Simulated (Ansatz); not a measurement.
AlH

```
CELL_PARAMETERS angstrom
3.02803 0.00000 0.00000
-1.51402 2.62235 0.00000
0.00000 0.00000 4.83616
ATOMIC_POSITIONS crystal
Al 0.66667 0.33333 0.75000
Al 0.33333 0.66667 0.25000
H 0.00000 0.00000 0.00000
H 0.00000 0.00000 0.50000
```

Space group P6₃/mmc; a structure from a database of computed crystals, not necessarily the ambient phase.

Theory: Ansatz 0.2.0, DFT PBE, scalar-relativistic, plane waves, PAW.

The density is the valence pseudo-density of a PAW calculation; it isn't the true density close to the nuclei.

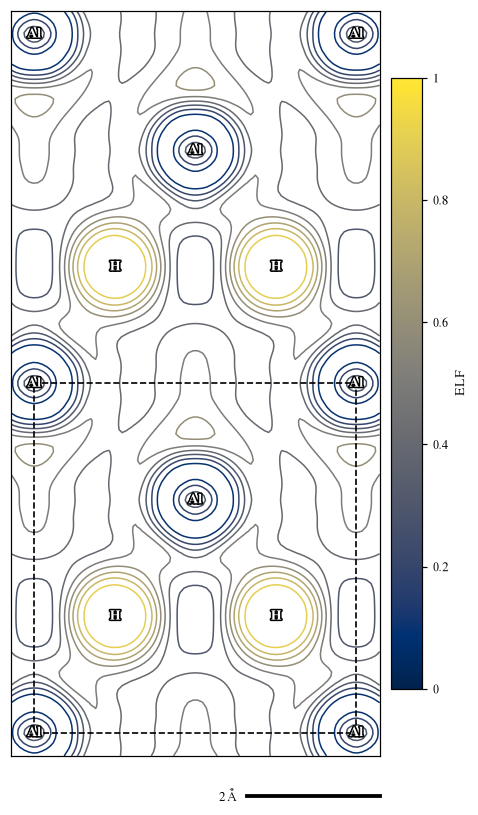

Figure 1. ELF on the (110) plane of the conventional cell.

### Interpret the plot.

- Atoms in the plane: Al and H.
- Al–H (2.13 Å): the ELF climbs to about 1 towards the hydrogen.

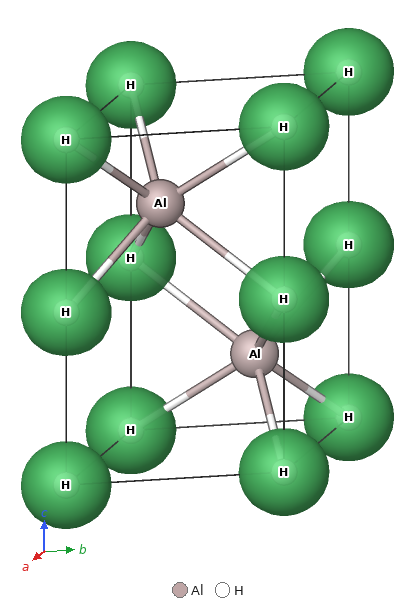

Figure 2. Isosurface of the electron localisation function at 0.75 (green), seen slightly off an axis. Core shells and regions of very low density are left out. Sticks mark near contacts.

### What do the ELF domains correspond to?

At this value the surface marks out two regions around hydrogen nuclei, counted in one cell of 4 atoms. Regions shared between cells count once.

### Does the calculation make it a metal, or give it a gap?

It is metallic or semimetallic at this level of theory: no gap opens.
